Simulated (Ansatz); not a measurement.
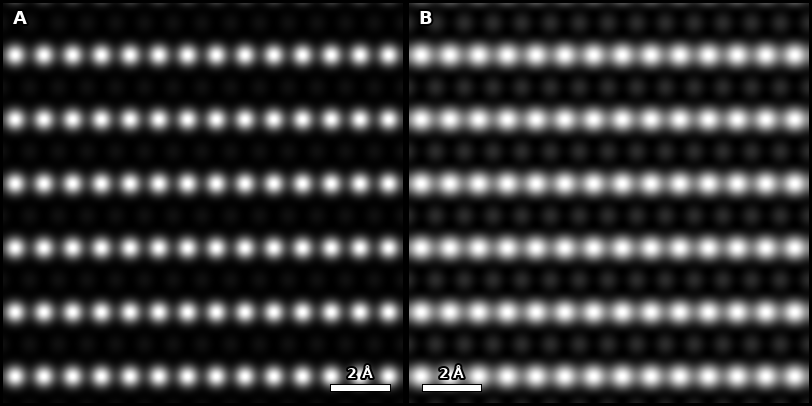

Two simulated images of the same area of GaN (F-43m, No. 216) along [210], with a probe of 0.59 Å. One is incoherent Z contrast (Z^1.7 per atom), the other the projected potential of neutral atoms blurred by the probe (iDPC-like, thin sample). Brightness is counted from the darkest point of the image. Atomic positions: the geometry given to an electronic-structure calculation, possibly off equilibrium.

> Which panel is which, and how can one tell?

A is the Z-contrast image and B the potential image. The columns of 1 N per repeat reach about 6 % of the brightest peak (1 Ga) in A but about 17 % in B, mainly since the potential grows much more slowly with atomic number. The N columns show clearly in B alone.
